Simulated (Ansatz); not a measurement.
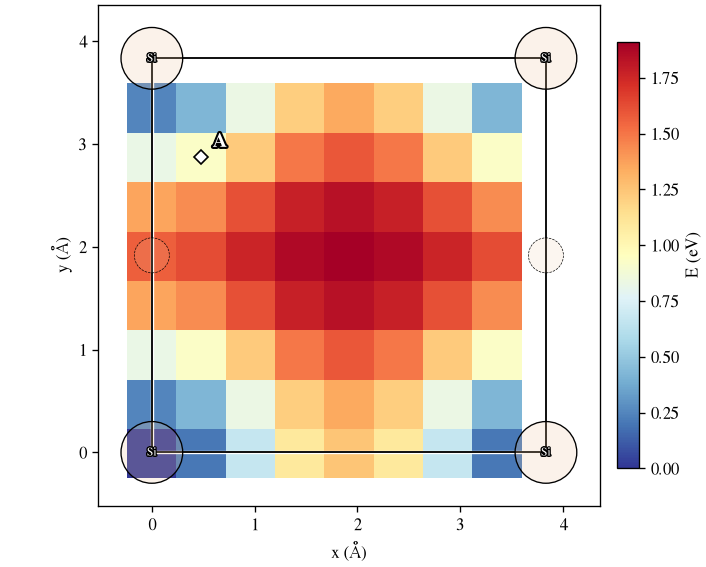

O on a Si(100) slab cut from the Fd-3m phase, its upper half relaxed before the scan (4 atoms of substrate and one adsorbate in a 1 × 1 cell). O is moved over the surface cell at a fixed height above a rigid substrate; the origin of the map has the adsorbate above Si4; the height is held at 2.20 Å. Places are given modulo a cell vector. The map is drawn in real space over the plane of the surface. The scan uses an 8 × 8 grid; 25 points were computed and 39 follow by symmetry. Energies: eV, counted from the lowest grid point. The magnetic moment jumps between some neighbouring points. With one adsorbate in each 1 × 1 cell, its nearest image is 3.8 Å away, so neighbouring adsorbates interact. At a fixed height the lowest place need not be the adsorption site. The calculation used DFT PBE+D3(BJ), scalar-relativistic, plane waves, PAW in Ansatz 0.2.0. Settings: cutoff 420 eV, k-mesh 7×7×1, gaussian smearing 0.05 eV, spin-polarised.

The picture shows one coloured cell a grid point, labelled circles for the atoms of the top layer and small ones for the second layer, the outline of one cell of the plane, the point A.

Question: Which way does the force act at A, and how strong is it?

Answer: A, at (1/8, 6/8) of the cell vectors, is not a stationary point. The computed force is 1.3 eV/Å in the plane, pointing up and left in the picture (components −0.5 and 1.2 eV/Å).

PAW datasets: the set soft_1.
